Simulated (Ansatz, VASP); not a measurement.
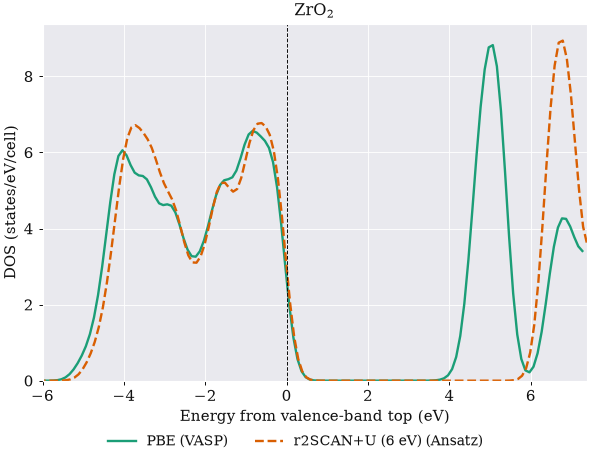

Total densities of states of ZrO$_{2}$, space group P4_2/nmc (No. 137), 6 atoms in the cell (a = 3.596 Å, c = 5.177 Å (tetragonal axes)), by two methods on the same cell. The DOS curves are built from the levels of the k mesh with Gaussians 0.55 eV wide, which also blur the band edges; ripples of that width can come from the mesh. Each is counted from its own valence-band top.

Question: What changes from one method to the other?

Answer: PBE (VASP) gives a gap of 4.01 eV and r2SCAN+U (6 eV) (Ansatz) gives a gap of 6.04 eV. No single filled peak stands out in both curves.

Settings. PBE (VASP): VASP PAW PBE potentials, release 64 (Zr_sv_GW, O_GW), no spin polarisation, no spin-orbit coupling, 7×7×5 k mesh, 550 eV cutoff, Fermi-Dirac smearing of 0.05 eV (VASP 6.6.1). r2SCAN+U (6 eV) (Ansatz): Zr d U = 6 eV, Ansatz PAW, no spin polarisation, no spin-orbit coupling, 7×7×5 k mesh, 500 eV cutoff, Fermi-Dirac smearing of 0.05 eV (Ansatz 0.2.0).

Gaps are the smallest over all k points computed. The two runs differ in program as well. The usual form of ZrO2 is monoclinic. r2SCAN+U (6 eV) (Ansatz): the PAW data sets were made with another functional. LDA, GGA and most meta-GGA functionals understate gaps.
